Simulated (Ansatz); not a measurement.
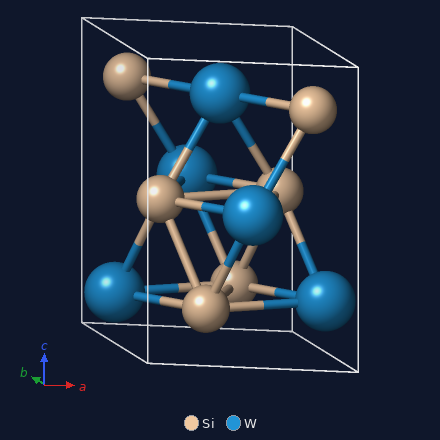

The system is Si2W (P6_222, No. 180; 9 atoms in the cell); the picture shows the reference structure. The energy is mapped over a free internal coordinate and the cell. First axis: shift of Si1 along [1 2 0] of the conventional cell, Cartesian (0 1 0), its symmetry partners moved as symmetry demands (measured in the relaxed cell). Second axis: c/a of the conventional cell at fixed volume. Nothing is relaxed (all other coordinates fixed). Grid: 7 × 7 points. Points are written as (first, second). All energies are given in meV/atom relative to the lowest grid point. The band gap closes in part of the range. Method: Ansatz 0.2.0, DFT LDA, scalar-relativistic, plane waves, PAW. Settings: cutoff 420 eV, k-mesh 9×9×6 in the order of the run's cell vectors, gaussian smearing 0.03 eV, no spin polarisation.

Its coordinates:

```yaml
crystal:
  lattice:
    - [4.55154, 0.00000, 0.00000]
    - [-2.27577, 3.94175, 0.00000]
    - [0.00000, 0.00000, 6.56701]
  atoms:
    - { symbol: Si, position: [0.83612, 0.67224, 0.50000] }
    - { symbol: Si, position: [0.16388, 0.83612, 0.83333] }
    - { symbol: Si, position: [0.67224, 0.83612, 0.16667] }
    - { symbol: Si, position: [0.16388, 0.32776, 0.50000] }
    - { symbol: Si, position: [0.83612, 0.16388, 0.83333] }
    - { symbol: Si, position: [0.32776, 0.16388, 0.16667] }
    - { symbol: W, position: [0.00000, 0.50000, 0.16667] }
    - { symbol: W, position: [0.50000, 0.50000, 0.83333] }
    - { symbol: W, position: [0.50000, 0.00000, 0.50000] }
```

Range: shift of Si1 along [1 2 0] of the conventional cell, Cartesian (0 1 0), its symmetry partners moved as symmetry demands (measured in the relaxed cell) from −0.250 to 0.250 Å; c/a of the conventional cell at fixed volume from 1.327 to 1.558.

> What will the energy surface look like?

The lowest grid point is at (0.000 Å, 1.443). No other kind of well shows on this grid. The highest grid point, (0.250 Å, 1.558), lies 607 meV/atom above the lowest. Round the minimum the two coordinates are weakly coupled (coupling 0.07 in units of the two stiffnesses).

```csv
"second ↓, first →",−0.250,−0.167,−0.083,0.000,0.083,0.167,0.250
1.558,396,201,82,44,98,271,607
1.520,364,175,59,20,71,235,556
1.481,340,157,44,5,53,209,514
1.443,327,150,39,0,44,192,482
1.404,326,155,46,6,46,186,462
1.366,339,173,66,24,60,193,456
1.327,366,207,101,57,88,213,462
```

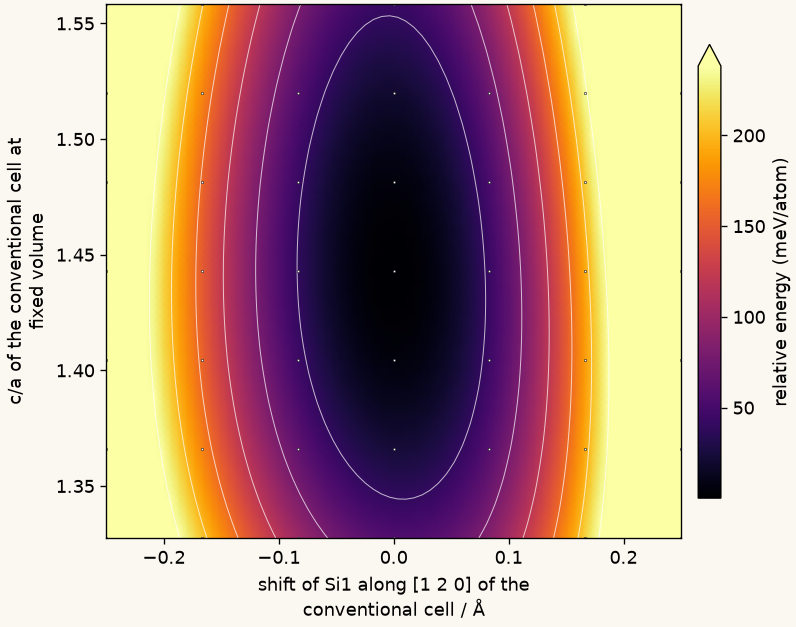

In the figure: a smooth colour map with a few white contour lines, dots at the grid points, one colour for all values above the top of the scale. Between grid points the surface is interpolated.

The whole map (49 points run) took 9.8 min on 4 threads of Arm Neoverse N1, on a shared host.

PAW datasets: the set soft_1.
